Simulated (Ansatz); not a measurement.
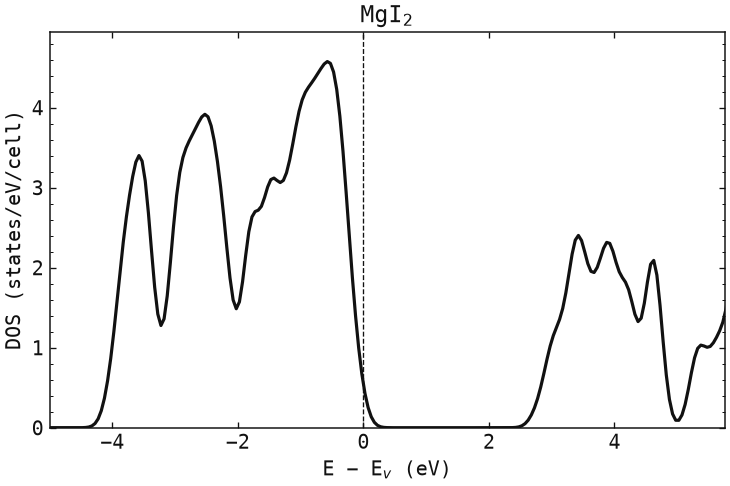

Density of states. Energies are counted from the top of the valence band. The curve is built from the levels of the k mesh with Gaussians 0.3 eV wide, which also blur the band edges.

System: MgI2, space group R3m, 3 atoms in the cell, 3R (MoS2) bulk type; a = 7.62 Å, b = 7.62 Å, c = 7.62 Å, α = 30.85°, β = 30.85°, γ = 30.85°.

Computed with Ansatz 0.2.0: DFT, PBE, plane waves, PAW, no spin polarisation, 8×8×8 k mesh, 420 eV cutoff, Fermi-Dirac smearing of 0.02 eV.

**Is there a gap at the Fermi level, and how wide?**

There is a gap; over the k points computed it is 2.77 eV (indirect; the smallest direct gap is 2.89 eV).

**How wide is the upper valence band?**

The upper group of valence states starts about 4.1 eV under the valence-band top, with a gap beneath it; it holds about 12 electrons a cell.

Spin-orbit coupling is left out, which matters for I.
